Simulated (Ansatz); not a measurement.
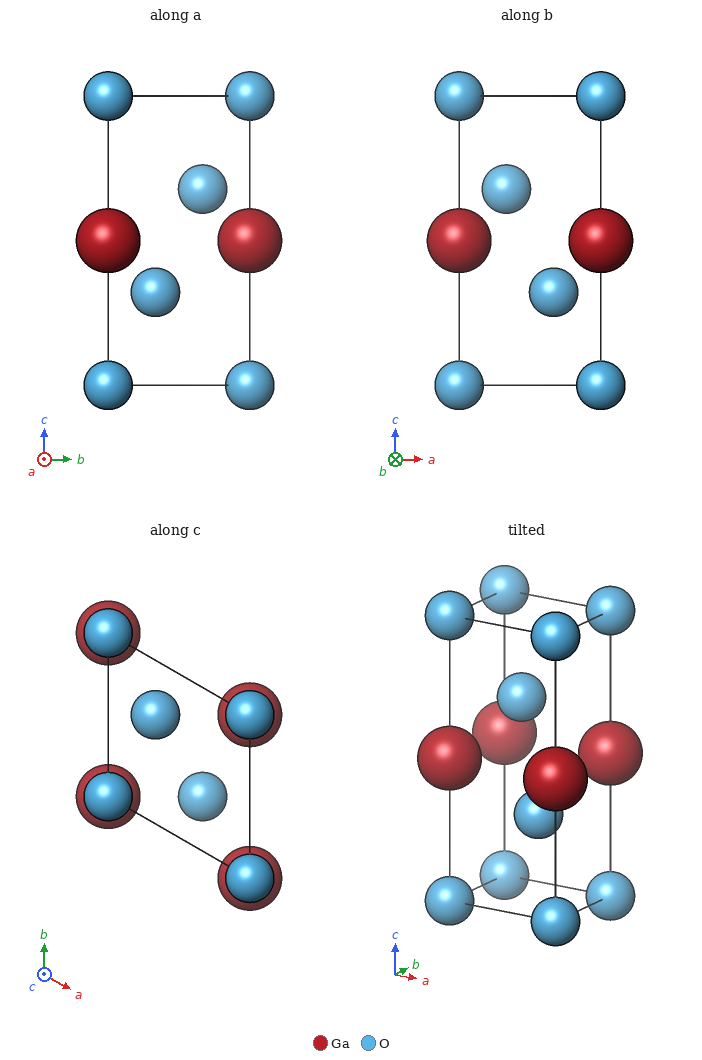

Spheres-only representation of a periodic structure, projected along the a axis, along the b axis, along the c axis and slightly off an axis. The box is the conventional unit cell; atoms on or close to its faces, edges and corners are drawn wherever they repeat.

Lattice parameters: a = 3.0598 Å, b = 3.0598 Å, c = 5.4117 Å, α = 90.000°, β = 90.000°, γ = 120.000°.

### Express the structure as a CIF in P1 with every atom of the cell, with free fractional coordinates to two decimals.

```cif
data_structure
_symmetry_space_group_name_H-M 'P 1'
_symmetry_Int_Tables_number 1
_cell_length_a 3.0598
_cell_length_b 3.0598
_cell_length_c 5.4117
_cell_angle_alpha 90.000
_cell_angle_beta 90.000
_cell_angle_gamma 120.000
_cell_volume 43.88
loop_
_atom_site_label
_atom_site_type_symbol
_atom_site_fract_x
_atom_site_fract_y
_atom_site_fract_z
_atom_site_occupancy
Ga1 Ga 0.00 0.00 0.50 1
O1 O 0.3333 0.6667 0.68 1
O2 O 0.6667 0.3333 0.32 1
O3 O 0.00 0.00 0.00 1
```

The structure was taken from a random cell made by a generator, so it need not be a real form of the compound. Earlier steps of the study, as a rule a relaxation of our own, may have changed the cell and positions, so they can lie some per cent off the listed ones. A calculation with Ansatz used it as input.
